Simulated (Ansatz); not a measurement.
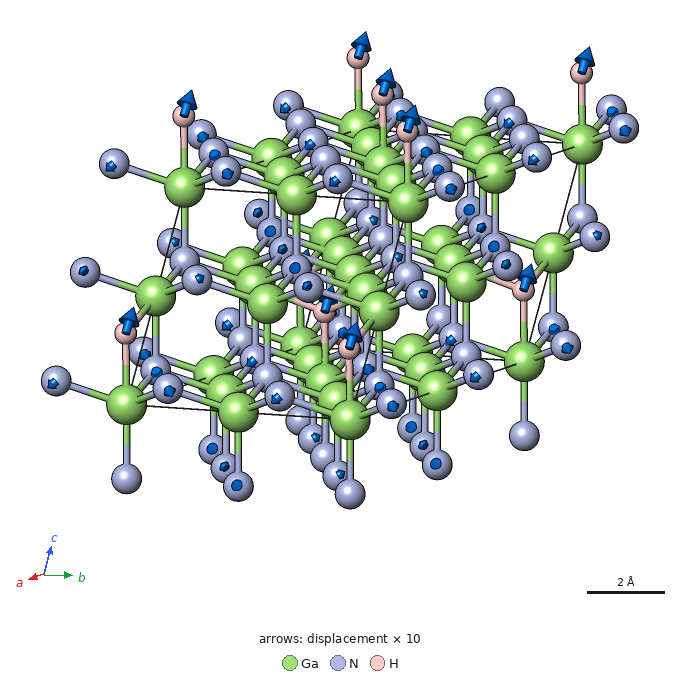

This is a relaxation of a defect cell of composition Ga8HN8. The starting structure is drawn; blue arrows show the displacements, magnified 10 times.

A ball-and-stick model of the conventional cell (2 times the calculation's cell), seen slightly off an axis. Lengths and directions refer to the drawn axes.

Case: H interstitial, charge +0, atoms relaxed.

All numbers below come from Ansatz 0.2.0, DFT PBE, scalar-relativistic, plane waves, PAW. Set-up: plane-wave cutoff 420 eV; k-point mesh 3 × 3 × 3; occupations gaussian; smearing width 0.02 eV; collinear spin; atoms relaxed in a fixed cell; force threshold 0.02 eV/Å; at most 60 steps.

Which element moves most?

Answer. Hydrogen: up to 0.080 Å, against 0.030 Å for nitrogen.

Describe the change and its energy.

Answer. After 3 geometry steps the energy has fallen by 54.5 meV per cell of the calculation. Largest force component: 0.66 eV/Å at the start, 0.0019 eV/Å at the end. The atom that moves furthest is the H atom (0.080 Å along +c). Largest moves by element: H 0.080 Å, N 0.030 Å, Ga 0.008 Å. The lattice vectors keep their values. Near-neighbour distances that change, for instance: Ga–H 2.040 → 1.967 Å, Ga–H 1.900 → 1.965 Å, Ga–N 1.970 → 1.954 Å, Ga–N 1.970 → 1.984 Å. The run took 55 s on 4 threads of Oxide Virtual Turin-like Processor (Zen 5), on a shared host, peak memory 0.92 GiB.

Limits of the set-up: the periodic images lie only 6.4 Å apart, so the values are limited by the cell's size.
